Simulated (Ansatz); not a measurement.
# TiO2 (I4/m): the gap up the ladder of methods, part 2 of 2

Wanted: a ladder of band gaps for TiO2 (I4/m), from density functionals to G0W0.

Ansatz 0.2.0; density functionals, hybrids and G0W0, plane waves, PAW. Known limits of the many-body steps: finite bands, screening cutoff and k mesh; no spin-orbit coupling in G0W0.

So far. Step 4 (HSE06 on the 4×4×4 mesh): Over mesh and listed points the gap is 3.025 eV, from k = (-0.500, 0.500, 0.500) to k = Γ. The least direct gap found is 3.782 eV, at k = Γ. HSE06 against LDA: 3.025 − 1.527 = +1.498 eV. The runs also differ in mesh (6×6×6 and 4×4×4), so how much of this comes from the functional alone is not known. Step 5 (PBE0 on the 4×4×4 mesh): Over mesh and listed points the gap is 3.767 eV, from k = (-0.500, 0.500, 0.500) to k = Γ. The least direct gap found is 4.529 eV, at k = Γ.

In doubt: masses and optical values from hybrid runs of this build are listed as unsure (step 7), which bears on the screening that GW takes from such a start.

**6. G0W0@LDA, 4×4×4 mesh, 783 empty bands, screening to 180 eV, PAW set soft_1 files**

G0W0 replaces the xc potential by a self-energy built once from the orbitals of the start. Levels are corrected in the window of bands that the input names, at points of the mesh.

This step: G0W0 on LDA, plane waves, PAW; PAW set soft_1.

input.yaml reads:

```yaml
crystal:
  lattice:
    - [-4.3507577183, 4.3507577183, 1.8875555959]
    - [4.3507577183, -4.3507577183, 1.8875555959]
    - [4.3507577183, 4.3507577183, -1.8875555959]
  atoms:
    - { symbol: Ti, position: [0.2922817, 0.00285525, 0.29513695] }
    - { symbol: Ti, position: [0.00285525, 0.7077183, 0.71057354] }
    - { symbol: Ti, position: [0.99714475, 0.2922817, 0.28942646] }
    - { symbol: Ti, position: [0.7077183, 0.99714475, 0.70486305] }
    - { symbol: O, position: [0.49886382, 0.15078472, 0.64964854] }
    - { symbol: O, position: [0.16166201, 0.8403974, 0.00205942] }
    - { symbol: O, position: [0.15078471, 0.50113618, 0.65192089] }
    - { symbol: O, position: [0.15960259, 0.16166201, 0.32126461] }
    - { symbol: O, position: [0.8403974, 0.83833799, 0.67873539] }
    - { symbol: O, position: [0.84921528, 0.49886382, 0.34807911] }
    - { symbol: O, position: [0.83833799, 0.15960259, 0.99794058] }
    - { symbol: O, position: [0.50113618, 0.84921529, 0.35035146] }
kpoints:
  mp_grid: { grid: [4, 4, 4] }
hamiltonian:
  xc: lda
  pseudopotentials: { kind: paw, azcp: { folder: soft_1 }, xc_functional: pbe }
scf:
  occupations: { method: fixed }
gw:
  n_empty_bands: 783
  ecut_chi: 180.0
  qp_bands: [v4, c4]
  qp_kpoints: band_edges
  screening: { model: contour_deformation }
```

On the command line:

```sh
$ ansatz run input.yaml --threads 3 --pin off --max-ram 92160MiB --backend cuda --events-out ev --progress --plain --runs-dir out --devices 1 --max-vram 13GiB
```

Numbers of over 12 decimals in the logs are rounded to 6 here.

The log of the run:

```text
GPUs: using 1 of 1 available (devices: 1).
[...]
GPU FFT provider: cuFFT
GPU libraries: cuBLAS 13.8.2, cuFFT 12.4.0, cuSOLVER 12.3.4
Crystal: 12 atoms, lattice volume = 142.919 Å³
Basis set: ecut = 420 eV, 2795 PW (Γ)
Bands: 60, of which v1, the nominal top of the filled ones, is band 48 counted from 1 (47 counted from 0)
Symmetry: 8 space group operations
[...]
k-points: 14 of 64
[...]
0    52      9.4066   -14.1387    -7.2790   -22.8960  0.7102    10.9411    10.8850  root
[...]
13    49      9.1695   -13.2723    -7.3398   -22.0760  0.7141    10.6879    10.6334  root
    13    50      9.1695   -13.2723    -7.3398   -22.0760  0.7141    10.6879    10.6334  root
    13    51      9.2207   -13.7300    -6.5507   -21.6540  0.7224    10.6368    10.5939  root
    13    52      9.4164   -13.6432    -7.7903   -22.9470  0.7044    10.9947    10.9299  root
[key lines of the parts left out:]
SCF converged after 11 iterations
Free energy (F): -14260.244539 eV
Fermi energy:    6.372895 eV
```

Elapsed: 1.9 min, on 1 × NVIDIA H100 80GB HBM3 (shared by 6 runs) with 3 threads of AMD EPYC 7R13 (Zen 3), shared host; peak memory 3.1 GiB; 3 min of CPU time.

Numbers from this step:

```
bands summed                                    : 831
RPA ε∞ on this mesh (eigenvalues)               : 6.123, 6.123, 6.186
plane waves in the screening matrix             : 797
G0W0 gap over the corrected points              : 3.260 eV
k of the valence top                            : -0.5, -0.5, -0.5
k of the conduction bottom                      : 0, 0, 0
starting gap on the mesh                        : 1.526 eV
Z at the valence top                            : 0.7111
Z at the conduction bottom                      : 0.7402
least direct G0W0 gap over the corrected points : 4.017 eV
```

Over all 14 irreducible mesh points the G0W0 gap is 3.260 eV, from k = (-0.500, -0.500, -0.500) to k = Γ. The LDA gap of this run on the mesh is 1.526 eV. The two states that bound the G0W0 gap lie that far apart at the start, so the correction of the gap is 3.260 − 1.526 = +1.734 eV.

**7. G0W0@HSE06, 4×4×4 mesh, 364 empty bands, screening to 108 eV, PAW set soft_1 files**

This step: G0W0 on HSE06, plane waves, PAW; PAW set soft_1.

input.yaml, as its differences from that of step 6:

```diff
@@ -21,4 +21,4 @@
 hamiltonian:
-  xc: lda
-  pseudopotentials: { kind: paw, azcp: { folder: soft_1 }, xc_functional: pbe }
+  xc: hse06
+  pseudopotentials: { kind: paw, azcp: { folder: soft_1 } }
 scf:
@@ -26,4 +26,4 @@
 gw:
-  n_empty_bands: 783
-  ecut_chi: 180.0
+  n_empty_bands: 364
+  ecut_chi: 108
   qp_bands: [v4, c4]
```

The log of the run:

```text
GPUs: using 1 of 1 available (devices: 1).
[...]
GPU FFT provider: cuFFT
GPU libraries: cuBLAS 13.8.2, cuFFT 12.4.0, cuSOLVER 12.3.4
Crystal: 12 atoms, lattice volume = 142.919 Å³
Basis set: ecut = 420 eV, 2795 PW (Γ)
Bands: 60, of which v1, the nominal top of the filled ones, is band 48 counted from 1 (47 counted from 0)
Symmetry: 8 space group operations
[...]
k-points: 14 of 64
[...]
0    51     10.3526   -13.4049    -6.0346   -20.2768  0.7617    11.1996    11.1898  root
     0    52     10.4161   -13.5413    -6.3782   -20.8066  0.7581    11.3144    11.3031  root
[...]
13    49     10.1894   -13.0841    -5.7805   -19.7011  0.7693    11.0351    11.0260  root
    13    50     10.2273   -12.7311    -6.4157   -19.9714  0.7608    11.0616    11.0519  root
    13    51     10.2273   -12.7311    -6.4157   -19.9714  0.7608    11.0616    11.0519  root
    13    52     10.5020   -13.1351    -6.7604   -20.7500  0.7526    11.3677    11.3565  root
[key lines of the parts left out:]
Free energy (F): -14551.403208 eV
Fermi energy:    5.811285 eV
```

Wall time 95 s (1 × NVIDIA H100 80GB HBM3 (shared by 6 runs) with 3 threads); peak memory 2.6 GiB; 2.5 min of CPU time.

This step gave:

| Item | Value |
| --- | --- |
| bands summed | 412 |
| RPA ε∞ on this mesh (eigenvalues) | 4.261, 4.450, 4.450 |
| plane waves in the screening matrix | 371 |
| G0W0 gap over the corrected points | 3.429 eV |
| k of the valence top | -0.5, -0.5, -0.5 |
| k of the conduction bottom | 0, 0, 0 |
| starting gap on the mesh | 3.025 eV |
| Z at the valence top | 0.7614 |
| Z at the conduction bottom | 0.7824 |
| least direct G0W0 gap over the corrected points | 4.255 eV |

Over 13 of 14 irreducible mesh points the G0W0 gap is 3.429 eV, from k = (-0.500, -0.500, -0.500) to k = Γ. The HSE06 gap of this run on the mesh is 3.025 eV. The two states that bound the G0W0 gap lie that far apart at the start, so the correction of the gap is 3.429 − 3.025 = +0.404 eV. G0W0@HSE06 against G0W0@LDA with 412 bands (a further run, in the table below): 3.429 − 3.214 = +0.215 eV, with the same mesh, files and cutoffs, and both edges at the same k points.

**8. G0W0@r2SCAN, 4×4×4 mesh, 364 empty bands, screening to 108 eV, PAW set soft_1 files**

This step: G0W0 on r2SCAN, plane waves, PAW; PAW set soft_1.

input.yaml, as its differences from that of step 7:

```diff
@@ -21,3 +21,3 @@
 hamiltonian:
-  xc: hse06
+  xc: r2scan
   pseudopotentials: { kind: paw, azcp: { folder: soft_1 } }
```

The log of the run:

```text
GPUs: using 1 of 1 available (devices: 1).
[...]
GPU FFT provider: cuFFT
GPU libraries: cuBLAS 13.8.2, cuFFT 12.4.0, cuSOLVER 12.3.4
Crystal: 12 atoms, lattice volume = 142.919 Å³
Basis set: ecut = 500 eV, 3623 PW (Γ), exchange–correlation on 192×192×192 points (64 copies of the dense FFT grid, shifted against one another)
Bands: 60, of which v1, the nominal top of the filled ones, is band 48 counted from 1 (47 counted from 0)
[...]
0    52      9.8353   -13.9906    -6.8592   -22.1965  0.7239    11.2212    11.1820  root
[...]
13    49      9.6422   -13.1945    -6.9172   -21.4072  0.7268    10.9735    10.9376  root
    13    50      9.6422   -13.1945    -6.9172   -21.4072  0.7268    10.9735    10.9376  root
    13    51      9.6899   -13.6286    -6.2146   -21.0929  0.7348    10.9702    10.9396  root
    13    52      9.8664   -13.5352    -7.3057   -22.1895  0.7181    11.2575    11.2150  root
[key lines of the parts left out:]
SCF converged after 10 iterations
Free energy (F): -14584.775261 eV
Fermi energy:    6.392312 eV
```

Wall time 63 s (1 × NVIDIA H100 80GB HBM3 (shared by 6 runs) with 3 threads); peak memory 2.1 GiB.

Numbers from this step:

| Property | Result |
| --- | --- |
| bands summed | 412 |
| RPA ε∞ on this mesh (eigenvalues) | 5.313, 5.369, 5.369 |
| plane waves in the screening matrix | 371 |
| G0W0 gap over the corrected points | 3.130 eV |
| k of the valence top | -0.5, -0.5, -0.5 |
| k of the conduction bottom | 0, 0, 0 |
| starting gap on the mesh | 2.011 eV |
| Z at the valence top | 0.7295 |
| Z at the conduction bottom | 0.7509 |
| least direct G0W0 gap over the corrected points | 3.922 eV |

Over all 14 irreducible mesh points the G0W0 gap is 3.130 eV, from k = (-0.500, -0.500, -0.500) to k = Γ. The r2SCAN gap of this run on the mesh is 2.011 eV. The two states that bound the G0W0 gap lie that far apart at the start, so the correction of the gap is 3.130 − 2.011 = +1.119 eV. G0W0@r2SCAN against G0W0@HSE06 with 412 bands: 3.130 − 3.429 = −0.299 eV. The runs also differ in plane-wave cutoff (420 eV and 500 eV), so how much of this comes from the start alone is not known.

**9. The ladder**

Each gap is the least one over the points named; times are wall times on shared hosts, not benchmarks. A G0W0 time includes the run's own self-consistent start. Runs with listed points see these and the mesh alone, so an edge that moves elsewhere is missed. Rows marked * are further runs, not shown as steps, whose inputs differ from the G0W0 step on the same start in the columns given; solver thresholds can differ too. Symmetry makes (-0.500, 0.500, 0.500) and (-0.500, -0.500, -0.500) one point.

```tsv
level	mesh	files, cutoff	bands summed, screening	points	gap (eV)	valence top	conduction bottom	least direct gap (eV)	time
LDA	6×6×6	soft_1 PAW, 420 eV	-	mesh and path	1.527	(-0.500, 0.500, 0.500)	Γ	2.234	16 s
r2SCAN	6×6×6	soft_1 PAW, 500 eV	-	mesh and listed points	2.012	(-0.500, 0.500, 0.500)	Γ	2.724	9.1 s
HSE06	4×4×4	soft_1 PAW, 420 eV	-	mesh and listed points	3.025	(-0.500, 0.500, 0.500)	Γ	3.782	46 s
PBE0	4×4×4	soft_1 PAW, 420 eV	-	mesh and listed points	3.767	(-0.500, 0.500, 0.500)	Γ	4.529	47 s
G0W0@LDA*	4×4×4	soft_1 PAW, 420 eV	176, 54 eV	all 14 irreducible mesh points	3.385	(-0.500, -0.500, -0.500)	Γ	4.185	29 s
G0W0@LDA*	4×4×4	soft_1 PAW, 420 eV	412, 108 eV	all 14 irreducible mesh points	3.214	(-0.500, -0.500, -0.500)	Γ	3.991	45 s
G0W0@LDA	4×4×4	soft_1 PAW, 420 eV	831, 180 eV	all 14 irreducible mesh points	3.260	(-0.500, -0.500, -0.500)	Γ	4.017	1.9 min
G0W0@HSE06	4×4×4	soft_1 PAW, 420 eV	412, 108 eV	13 of 14 irreducible mesh points	3.429	(-0.500, -0.500, -0.500)	Γ	4.255	95 s
G0W0@r2SCAN	4×4×4	soft_1 PAW, 500 eV	412, 108 eV	all 14 irreducible mesh points	3.130	(-0.500, -0.500, -0.500)	Γ	3.922	63 s
```

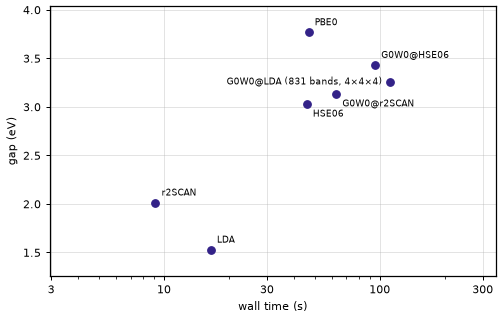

Gap against wall time for the runs shown as steps.

**10. Summary of results**

| Quantity | Value |
| --- | --- |
| LDA, over mesh and path | 1.527 eV |
| r2SCAN, over mesh and listed points | 2.012 eV |
| HSE06, over mesh and listed points | 3.025 eV |
| PBE0, over mesh and listed points | 3.767 eV |
| G0W0@LDA (831 bands, 4×4×4), over all 14 irreducible mesh points | 3.260 eV |
| G0W0@HSE06, over 13 of 14 irreducible mesh points | 3.429 eV |
| G0W0@r2SCAN, over all 14 irreducible mesh points | 3.130 eV |
| known limits | finite bands, screening cutoff and k mesh; no spin-orbit coupling in G0W0 |

In words: The rows run from 1.527 eV (LDA) to 3.767 eV (PBE0). They differ in mesh, plane-wave cutoff, bands and screening cutoff of G0W0 and the points over which the gap was sought as well as in level, so only pairs that share these are like for like. PBE0 against HSE06: 3.767 − 3.025 = +0.742 eV, with the same mesh, files and cutoff, and both edges at the same k points. G0W0@HSE06 against G0W0@LDA with 412 bands: 3.429 − 3.214 = +0.215 eV, with the same mesh, files and cutoffs, and both edges at the same k points. G0W0@LDA (831 bands, 4×4×4) moves the gap of its own start on the mesh by 3.260 − 1.526 = +1.734 eV, between the same two levels. Both edges that LDA shows over mesh and path lie at k points where levels were corrected. Levels at other points were not corrected, so a lower G0W0 gap elsewhere in the zone is not ruled out. G0W0@HSE06 moves the gap of its own start on the mesh by 3.429 − 3.025 = +0.404 eV, between the same two levels. Both edges that HSE06 shows over mesh and listed points lie at k points where levels were corrected. Levels at other points were not corrected, so a lower G0W0 gap elsewhere in the zone is not ruled out. G0W0@r2SCAN moves the gap of its own start on the mesh by 3.130 − 2.011 = +1.119 eV, between the same two levels. Both edges that r2SCAN shows over mesh and listed points lie at k points where levels were corrected. Levels at other points were not corrected, so a lower G0W0 gap elsewhere in the zone is not ruled out. For G0W0@LDA: from 176 bands and 54 eV to 831 bands and 180 eV the gap moves by 3.260 − 3.385 = −0.125 eV (rung by rung 3.385, 3.214, 3.260 eV); bands and screening cutoff rise together, so their parts are not told apart. The gap turns back along the series (3.385, 3.214, 3.260 eV), so no line is drawn and the limit is not known. The other G0W0 rows are shown at one basis each (412 bands), so their distance from the limit is not known here. The G0W0 runs are scalar-relativistic. No pair of G0W0 runs that differ in the mesh alone is shown (4×4×4 is a supercell whose nearest images lie 15 Å apart), so the error from the mesh is not known here. G0W0@LDA runs of this series with other atomic data on the same mesh, not shown as steps, give 3.212 eV (hard PAW, 930 eV, 412 bands, screening to 108 eV; the table's row with the same empty bands and screening cutoff has 3.214 eV); where bands and cutoffs differ too, the part of the files is not isolated.

[Paths, hosts, dates, memory and timing lines, banners, echoed tables and standing remarks are left out of the program output.]

[Logs are printed without paths, hosts, clocks, repeated set-up lines and the standing remarks that a program may print on its own settings, such as how far it seeks lower states.]

[Runs of the session that timed out or met a known fault of the program may be left out.]

[Cells called generated may have been cut or substituted from an entry of the Crystallography Open Database or the Materials Project.]

[Hosts, paths, dates, database ids (printed as entryN), source tags and the programs' standing remarks are cut or masked in the printed files.]

[Where an RPA ε∞ is given, it is that of the G0W0 mesh and is not shown converged in it. Names of k-points follow the symmetry that the program found, which can be lower than the space group named. Band edges on a path are those of the sampled points; other points can move an edge, and change direct to indirect where valleys lie close.]

[Hybrid gaps are those of their k-mesh and are not shown converged in it.]
